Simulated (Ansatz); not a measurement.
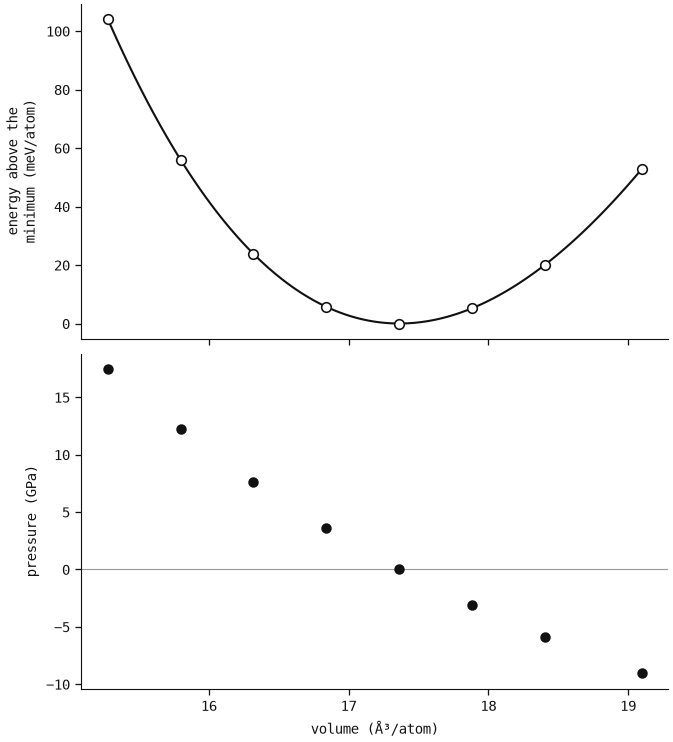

Plotted: energy above the minimum and pressure against volume for Ti, space group Fm-3m (No. 225).

The given structure:
```yaml
crystal:
  lattice:
    - [0.00000, 2.05515, 2.05515]
    - [2.05515, 0.00000, 2.05515]
    - [2.05515, 2.05515, 0.00000]
  atoms:
    - { symbol: Ti, position: [0.00000, 0.00000, 0.00000] }
```

How it was computed, with Ansatz 0.2.0: third-order Birch-Murnaghan fit to density functional energies at scaled volumes of the given relaxed cell, shape and atoms relaxed at each volume; energies count from the fitted minimum; plane waves with PAW datasets, Γ-centred k mesh. Level: r2SCAN, no spin polarisation.

- wave cutoff: 500 eV
- k mesh: 18×18×18
- occupations: Gaussian
- smearing width: 0.1 eV

Question: Give the fitted equation-of-state parameters.

Answer: A third-order Birch–Murnaghan fit gives V0 = 17.36 Å³/atom, B0 = 112 GPa and B′ = 3.2.

Question: How does the pressure vary with volume?

Answer: It falls from 17.44 GPa at volume 15.277 Å³/atom to −9.07 GPa at 19.097 Å³/atom, and changes sign near 17.36 Å³/atom.

Question: Is there a gap?

Answer: No, the levels on the k mesh show a metal at every point.
